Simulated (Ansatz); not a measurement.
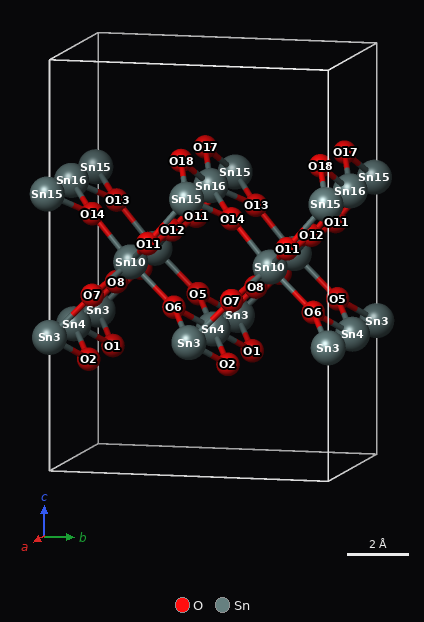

The structure (ball-and-stick view of the 1 × 2 repeat of the cell, with the vacuum cut short, seen slightly off an axis; atoms are numbered from 1 in the order of the input). An atom can appear more than once, as a periodic image.

**SnO2: single-point calculation (part 1 of 2)**

SnO2 (slab, 18 atoms in the cell), computed with DFT, PBEsol, plane waves, PAW, spin-polarised (Ansatz 0.2.0).

The structure derives from an entry of the Crystallography Open Database. Some settings of this run were made unusual or wrong on purpose. Figures and captions count atoms from 1; the log counts them from 0 in places.

### Input file
```yaml
crystal:
  lattice:
    - [6.4241368321, 0.0, 0.0]
    - [0.0, 4.7689689447, 0.0]
    - [0.0, 0.0, 21.616691613]
  atoms:
    - { symbol: O, position: [0.25, 0.1937234956, 0.34695411] }
    - { symbol: O, position: [0.75, 0.1937234956, 0.34695411] }
    - { symbol: Sn, position: [0.0, 0.0, 0.3896924416] }
    - { symbol: Sn, position: [0.5, 0.0, 0.3896924416] }
    - { symbol: O, position: [0.25, 0.8062765044, 0.4324307732] }
    - { symbol: O, position: [0.75, 0.8062765044, 0.4324307732] }
    - { symbol: O, position: [0.0, 0.3062765044, 0.4572616684] }
    - { symbol: O, position: [0.5, 0.3062765044, 0.4572616684] }
    - { symbol: Sn, position: [0.2500017023, 0.4952497282, 0.5001141647] }
    - { symbol: Sn, position: [0.750002009, 0.4952574522, 0.5001126585] }
    - { symbol: O, position: [4.3983e-06, 0.7041503118, 0.5407659494] }
    - { symbol: O, position: [0.5000031369, 0.7041498592, 0.5407647572] }
    - { symbol: O, position: [0.250003048, 0.2196069966, 0.5725735947] }
    - { symbol: O, position: [0.7500082976, 0.2196071409, 0.5725723748] }
    - { symbol: Sn, position: [1.27673e-05, -0.0166018945, 0.6116938419] }
    - { symbol: Sn, position: [0.5000102412, -0.0166030829, 0.6116923877] }
    - { symbol: O, position: [0.2500134311, 0.8568553744, 0.6600127953] }
    - { symbol: O, position: [0.750011584, 0.8568642062, 0.6600131128] }
basis:
  ecutwfc: 420
kpoints:
  mp_grid: { grid: [4, 6, 1] }
hamiltonian:
  xc: pbesol
scf:
  occupations: { method: gaussian, width: 0.05 }
  max_iter: 60
output:
  forces: true
  eigenvalues: true
efield:
  axis: 3
  dipole_correction: true
  ramp_width: 0.04
magnetization:
  spin_polarized: true
  initial_magnetization: 7
```

Launch command:
```bash
ansatz run input.yaml --threads 4 --pin off --max-ram 10240MiB --backend cpu --events-out ev --progress --plain --runs-dir out
```

### Log
```
Warning: the structure is left as typed, atoms and lattice, because the structure lies near a more symmetric one, of 4 operations (crystal.symmetry.tolerance = 1.0e-5, fractional), and moving it onto that would take the farthest atom 1.05 tolerances from where it was typed and change squared lengths in the lattice by -0.00 tolerances, while neither is ever moved by the tolerance or more. A smaller group is found at the tolerance itself, but the structure as moved onto that would lie within a tolerance of the larger one: written back into a deck it would be moved again, so that move is not made either. The run is of the structure as typed, under the identity alone. The run imposes no operation that its atoms and lattice do not hold. Figures that only the operations left out would make equal are not made equal, and some can differ by far more than the structure misses those operations by: interpolated phonon frequencies and what the tetrahedron methods give by atom among them (crystal.symmetry.tolerance lists what is known). Operations that the atoms or the lattice satisfy only to their typed digits are not among those that the run uses, so the run can cost more k-points than the symmetric structure would. The run's symmetry group carries the tolerance 4.5e-6 instead of the deck's: what the run detects on this structure later (the cell group of an occupation-matrix report, a batch's member) is detected at that value, and a later message about the group quotes it; a k-point mesh by spacing reads the lattice at the deck's own. A detection at the carried value can find operations that the run's group does not hold, where the structure misses them by less than a detection can tell from rounding. If the symmetric structure is meant (of a frozen-density pass: in the run whose state it reads), symmetrise the positions and the lattice, or raise the tolerance past 1.05e-5 and check the reported number of operations
Engine: ansatz 0.2.0, x86_64-unknown-linux-gnu
Pseudopotentials: kind: paw
Pseudopotential: O, paw, valence charge 6, recommended cutoff 420 eV (normal), O.paw.azcp
Pseudopotential: Sn, paw, valence charge 14, recommended cutoff 420 eV (normal), Sn.paw.azcp
Functional definition: PBEsol
  exchange = pbesol_x
  correlation = pbesol_c
Crystal: 18 atoms, lattice volume = 662.260 Å³
Basis set: ecut = 420 eV, 12895 PW (Γ), exchange–correlation on 90×64×300 points (8 copies of the dense FFT grid, shifted against one another)
Bands: 100, of which v1, the nominal top of the filled ones, is band 78 counted from 1 (77 counted from 0)
Symmetry: 1 space group operations
k-points: 14 of 24 (time reversal used)
Non-local potential: O, projectors of the file, l = 0: 2, l = 1: 2, l = 2: 1
Non-local potential: Sn, projectors of the file, l = 0: 2, l = 1: 2, l = 2: 2, l = 3: 2
PAW form: soft (Blöchl's): semilocal exchange-correlation on the pseudo side does not see the compensation charge
PAW frozen core: O, regenerated for the run's functional, and the local potential with it (the file was generated under x = pbe(κ = 0.804, μ = 0.2195149727645171), c = pbe(β = 0.06672455060314922))
PAW frozen core: Sn, regenerated for the run's functional, and the local potential with it (the file was generated under x = pbe(κ = 0.804, μ = 0.2195149727645171), c = pbe(β = 0.06672455060314922))
PAW one-centre angular grid: O, 110 points (default); XC on 64 Gauss nodes
PAW one-centre angular grid: Sn, 590 points (default); XC on 64 Gauss nodes
Initial density: superposition of atomic densities (neutral atoms: chi_scale 0, normalization atom)
Starting moments: Σ|m| = 7 μB on 18 of 18 sites
Initial wavefunctions: pseudopotential atomic-orbital guess
Functional: x = pbesol(κ = 0.804, μ = 0.12345679012345678), c = pbesol(β = 0.046)
SCF iter   1: F=—  HF=-42423.749279 eV  |F-HF|=—  |Δ(HF+E_count)|=         —  Δρ=5.19e-2 (↑4.29e-2 ↓5.19e-2)  dr2=5.67e1  dr2_m=3.22e0  M=7.000 μB ∫|m|=7.111 μB  β_m=1.00  ethr=3.10e-3  p=0.000 e·Å  D=6.48e-8 V/Å  ΔV_dip=-0.00 eV  dr2_dipole=4.60e0  V_vac-E_F(+/−)=4.74/4.74 eV  ⟨swp⟩=7.3  Hψ=12699  notcnv=0  defer=47
efield: sawtooth ramp at fractional position 0.9835 (placed from the atoms, in the widest stretch of the axis that holds none; the zero of the levels goes with the place), width 0.0400; the density the first Hamiltonian is built on has a dipole p = 0.000 e·Å; the dipole correction subtracts the counter field D = 6.48e-8 V/Å, which shifts the + side's vacuum level by -0.00 eV against the − side's; the planar-averaged density in the ramp window peaks in size at 2.3e-6 e/Å³
preconditioner: auto → LDOS  [metal: Δε(μ)=0.026 eV  Ē_g=17.890 eV  σ=0.050 eV  W_gap=0.28  n_scr=112 (ndim 8)  ℏωp=18.0 eV  f_vac=0.591  D(μ)=19.53/eV (n_scr^D=132)]
spin=Collinear: LDOS preconditioning applied to the charge; magnetization (m = ρ↑ − ρ↓) channel mixes plain (no charge-response kernel on spin).
SCF iter   2: F=—  HF=-42434.619486 eV  |F-HF|=—  |Δ(HF+E_count)|=         —  Δρ=5.63e-2 (↑3.17e-2 ↓5.63e-2)  dr2=4.51e1  dr2_m=3.78e0  M=0.000 μB ∫|m|=0.927 μB  β_m=0.30  ethr=3.10e-3  p=-0.017 e·Å  D=-4.61e-3 V/Å  ΔV_dip=0.10 eV  dr2_dipole=7.32e-3  V_vac-E_F(+/−)=8.65/8.55 eV  ⟨swp⟩=2.0  Hψ=4537  notcnv=0  defer=379
Mixer restart at iter 2: flushing history
preconditioner: auto → Resta (q_TF=auto, 2.144 Å⁻¹)  ε∞=1.9  [insulator: Δε(μ)=1.959 eV  Ē_g=18.664 eV  σ=0.050 eV  W_gap=1.00  n_scr=112 (ndim 8)  ℏωp=18.0 eV  f_vac=0.592  D(μ)=0.00/eV (n_scr^D=0)  ε∞_Penn≈1.9  vacuum switching on, ρ_ref=2.5e-2 e/Å³]
spin=Collinear: Resta preconditioning applied to the charge; magnetization (m = ρ↑ − ρ↓) channel mixes plain (no charge-response kernel on spin).
SCF iter   3: F=—  HF=-42424.092461 eV  |F-HF|=—  |Δ(HF+E_count)|=    1.05e1  Δρ=2.36e-2 (↑2.27e-2 ↓2.36e-2)  dr2=4.98e0  dr2_m=1.92e0  M=0.000 μB ∫|m|=0.756 μB  β_m=0.30  ethr=3.10e-3  p=-0.059 e·Å  D=-1.61e-2 V/Å  ΔV_dip=0.35 eV  dr2_dipole=2.19e-4  V_vac-E_F(+/−)=7.68/7.33 eV  ⟨swp⟩=5.2  Hψ=6719  notcnv=0  defer=379  κ⁻¹=1.0e0(r=1)
SCF iter   4: F=—  HF=-42423.497573 eV  |F-HF|=—  |Δ(HF+E_count)|=   5.95e-1  Δρ=1.78e-2 (↑1.78e-2 ↓1.46e-2)  dr2=1.15e0  dr2_m=1.04e0  M=0.000 μB ∫|m|=0.555 μB  β_m=0.30  ethr=3.10e-3  p=-0.067 e·Å  D=-1.84e-2 V/Å  ΔV_dip=0.40 eV  dr2_dipole=4.72e-4  V_vac-E_F(+/−)=7.41/7.01 eV  ⟨swp⟩=2.8  Hψ=3918  notcnv=0  defer=455  κ⁻¹=2.9e-2(r=2)
SCF iter   5: F=—  HF=-42423.530886 eV  |F-HF|=—  |Δ(HF+E_count)|=   3.33e-2  Δρ=1.19e-2 (↑1.19e-2 ↓9.49e-3)  dr2=2.70e-1  dr2_m=5.57e-1  M=0.000 μB ∫|m|=0.462 μB  β_m=0.30  ethr=7.40e-4  p=-0.051 e·Å  D=-1.39e-2 V/Å  ΔV_dip=0.30 eV  dr2_dipole=1.20e-5  V_vac-E_F(+/−)=7.23/6.93 eV  ⟨swp⟩=2.0  Hψ=2530  notcnv=0  defer=455  κ⁻¹=6.9e-3(r=3)
SCF iter   6: F=—  HF=-42423.620578 eV  |F-HF|=—  |Δ(HF+E_count)|=   8.97e-2  Δρ=7.22e-3 (↑6.95e-3 ↓7.22e-3)  dr2=7.72e-3  dr2_m=3.03e-1  M=0.000 μB ∫|m|=0.362 μB  β_m=0.30  ethr=1.73e-4  p=-0.047 e·Å  D=-1.29e-2 V/Å  ΔV_dip=0.28 eV  dr2_dipole=1.55e-6  V_vac-E_F(+/−)=7.14/6.87 eV  ⟨swp⟩=2.3  Hψ=4002  notcnv=0  defer=456  κ⁻¹=2.3e-4(r=4)
SCF iter   7: F=—  HF=-42423.688838 eV  |F-HF|=—  |Δ(HF+E_count)|=   6.83e-2  Δρ=5.28e-3 (↑5.28e-3 ↓5.26e-3)  dr2=2.10e-3  dr2_m=1.68e-1  M=0.000 μB ∫|m|=0.286 μB  β_m=0.30  ethr=4.95e-6  p=-0.048 e·Å  D=-1.32e-2 V/Å  ΔV_dip=0.28 eV  dr2_dipole=9.09e-6  V_vac-E_F(+/−)=7.14/6.86 eV  ⟨swp⟩=2.4  Hψ=5013  notcnv=0  defer=456
Mixer restart at iter 7: flushing history
spin-set hold released at iteration 7 (site moments contracting): the magnetisation degrees of freedom join the quasi-Newton model from the next iteration; the mixer history was flushed
SCF iter   8: F=—  HF=-42423.725165 eV  |F-HF|=—  |Δ(HF+E_count)|=   3.63e-2  Δρ=3.97e-3 (↑3.90e-3 ↓3.97e-3)  dr2=1.01e-3  dr2_m=9.38e-2  M=0.000 μB ∫|m|=0.225 μB  β_m=0.65  ethr=1.35e-6  p=-0.050 e·Å  D=-1.35e-2 V/Å  ΔV_dip=0.29 eV  dr2_dipole=3.75e-7  V_vac-E_F(+/−)=7.16/6.86 eV  ⟨swp⟩=2.5  Hψ=4443  notcnv=0  defer=456
density mixer auto → msr1: gapped (density of states about μ 0.17 of a free-electron gas's, 112 screened modes)
SCF iter   9: F=—  HF=-42423.770668 eV  |F-HF|=—  |Δ(HF+E_count)|=   4.55e-2  Δρ=7.03e-4 (↑7.03e-4 ↓3.22e-4)  dr2=7.65e-3  dr2_m=3.44e-4  M=0.000 μB ∫|m|=0.033 μB  β_m=0.52  ethr=6.49e-7  p=-0.042 e·Å  D=-1.16e-2 V/Å  ΔV_dip=0.25 eV  dr2_dipole=3.83e-4  V_vac-E_F(+/−)=7.13/6.88 eV  ⟨swp⟩=3.5  Hψ=6660  notcnv=0  defer=456
SCF iter  10: F=—  HF=-42423.769436 eV  |F-HF|=—  |Δ(HF+E_count)|=   1.23e-3  Δρ=2.56e-4 (↑1.66e-4 ↓2.56e-4)  dr2=2.02e-4  dr2_m=2.47e-4  M=0.000 μB ∫|m|=0.029 μB  β_m=0.69  ethr=6.49e-7  p=-0.051 e·Å  D=-1.38e-2 V/Å  ΔV_dip=0.30 eV  dr2_dipole=1.11e-5  V_vac-E_F(+/−)=7.18/6.88 eV  ⟨swp⟩=3.0  Hψ=4651  notcnv=0  defer=455
SCF iter  11: F=—  HF=-42423.769767 eV  |F-HF|=—  |Δ(HF+E_count)|=   3.31e-4  Δρ=1.02e-4 (↑9.29e-5 ↓1.02e-4)  dr2=3.00e-5  dr2_m=5.08e-5  M=0.000 μB ∫|m|=0.013 μB  β_m=0.85  ethr=1.29e-7  p=-0.049 e·Å  D=-1.35e-2 V/Å  ΔV_dip=0.29 eV  dr2_dipole=3.75e-7  V_vac-E_F(+/−)=7.17/6.88 eV  ⟨swp⟩=2.4  Hψ=3646  notcnv=0  defer=455
SCF iter  12: F=—  HF=-42423.769884 eV  |F-HF|=—  |Δ(HF+E_count)|=   1.17e-4  Δρ=9.61e-5 (↑9.59e-5 ↓9.61e-5)  dr2=2.27e-4  dr2_m=3.37e-6  M=0.000 μB ∫|m|=0.003 μB  β_m=0.60  ethr=1.92e-8  p=-0.051 e·Å  D=-1.38e-2 V/Å  ΔV_dip=0.30 eV  dr2_dipole=7.86e-6  V_vac-E_F(+/−)=7.18/6.88 eV  ⟨swp⟩=3.2  Hψ=5495  notcnv=0  defer=455  recentre
SCF iter  13: F=—  HF=-42423.769838 eV  |F-HF|=—  |Δ(HF+E_count)|=   4.59e-5  Δρ=1.83e-5 (↑1.67e-5 ↓1.83e-5)  dr2=3.49e-6  dr2_m=1.19e-6  M=0.000 μB ∫|m|=0.002 μB  β_m=0.63  ethr=1.92e-8  p=-0.049 e·Å  D=-1.35e-2 V/Å  ΔV_dip=0.29 eV  dr2_dipole=2.15e-7  V_vac-E_F(+/−)=7.17/6.88 eV  ⟨swp⟩=3.2  Hψ=5313  notcnv=0  defer=455
SCF iter  14: F=—  HF=-42423.769839 eV  |F-HF|=—  |Δ(HF+E_count)|=   5.63e-7  Δρ=1.21e-5 (↑1.21e-5 ↓9.28e-6)  dr2=1.60e-6  dr2_m=3.75e-7  M=0.000 μB ∫|m|=0.001 μB  β_m=0.63  ethr=2.24e-9  p=-0.050 e·Å  D=-1.36e-2 V/Å  ΔV_dip=0.29 eV  dr2_dipole=5.18e-8  V_vac-E_F(+/−)=7.17/6.88 eV  ⟨swp⟩=2.3  Hψ=3632  notcnv=0  defer=455
SCF iter  15: F=—  HF=-42423.769839 eV  |F-HF|=—  |Δ(HF+E_count)|=   1.73e-7  Δρ=5.77e-6 (↑5.77e-6 ↓4.16e-6)  dr2=3.55e-7  dr2_m=5.29e-8  M=0.000 μB ∫|m|=0.000 μB  β_m=0.51  ethr=1.02e-9  p=-0.050 e·Å  D=-1.35e-2 V/Å  ΔV_dip=0.29 eV  dr2_dipole=9.22e-10  V_vac-E_F(+/−)=7.17/6.88 eV  ⟨swp⟩=2.0  Hψ=3471  notcnv=0  defer=455
iter 16 did not close the SCF: its close was put off for a magnetic moment that had not settled (scf_convergence_deferred on its scf_iter line)
SCF iter  16: F=-42423.769839 eV  HF=-42423.769839 eV  |F-HF|=5.09e-11  |Δ(HF+E_count)|=   3.74e-8  Δρ=1.38e-6 (↑1.38e-6 ↓1.04e-6)  dr2=6.73e-9  dr2_m=7.28e-9  M=0.000 μB ∫|m|=0.000 μB  β_m=0.66  ethr=6.41e-11  p=-0.050 e·Å  D=-1.35e-2 V/Å  ΔV_dip=0.29 eV  dr2_dipole=1.49e-10  V_vac-E_F(+/−)=7.17/6.88 eV  ⟨swp⟩=20.3  Hψ=16864  notcnv=0
iter 17 did not close the SCF: its close was put off for a magnetic moment that had not settled (scf_convergence_deferred on its scf_iter line)
SCF iter  17: F=-42423.769839 eV  HF=-42423.769839 eV  |F-HF|=3.77e-9  |Δ(HF+E_count)|=   5.97e-9  Δρ=5.86e-7 (↑5.86e-7 ↓5.64e-7)  dr2=4.91e-9  dr2_m=9.33e-10  M=0.000 μB ∫|m|=0.000 μB  β_m=0.66  ethr=4.32e-12  p=-0.050 e·Å  D=-1.35e-2 V/Å  ΔV_dip=0.29 eV  dr2_dipole=2.88e-12  V_vac-E_F(+/−)=7.17/6.88 eV  ⟨swp⟩=2.6  Hψ=8462  notcnv=0
iter 18 did not close the SCF: its close was put off for a magnetic moment that had not settled (scf_convergence_deferred on its scf_iter line)
SCF iter  18: F=-42423.769839 eV  HF=-42423.769839 eV  |F-HF|=5.85e-9  |Δ(HF+E_count)|=  8.95e-10  Δρ=5.27e-7 (↑5.21e-7 ↓5.27e-7)  dr2=6.57e-9  dr2_m=2.94e-10  M=0.000 μB ∫|m|=0.000 μB  β_m=0.54  ethr=3.15e-12  p=-0.050 e·Å  D=-1.35e-2 V/Å  ΔV_dip=0.29 eV  dr2_dipole=9.84e-13  V_vac-E_F(+/−)=7.17/6.88 eV  ⟨swp⟩=2.1  Hψ=7415  notcnv=0
SCF iter  19: F=-42423.769839 eV  HF=-42423.769839 eV  |F-HF|=5.46e-10  |Δ(HF+E_count)|=  6.69e-10  Δρ=1.94e-7 (↑1.94e-7 ↓1.83e-7)  dr2=5.63e-10  dr2_m=7.17e-11  M=0.000 μB ∫|m|=0.000 μB  ethr=3.15e-12  p=-0.050 e·Å  D=-1.35e-2 V/Å  ΔV_dip=0.29 eV  dr2_dipole=2.82e-12  V_vac-E_F(+/−)=7.17/6.88 eV  ⟨swp⟩=1.9  Hψ=7127  notcnv=0
SCF 1 converged in 19 iterations: F = -42423.769839 eV  dr2 = 5.63e-10
  greatest PAW one-centre occupation: 0.996 electrons in one spin orbital (limit 2), on the Sn atom at site 9 (counted from 0), in its partial waves of l = 2
```
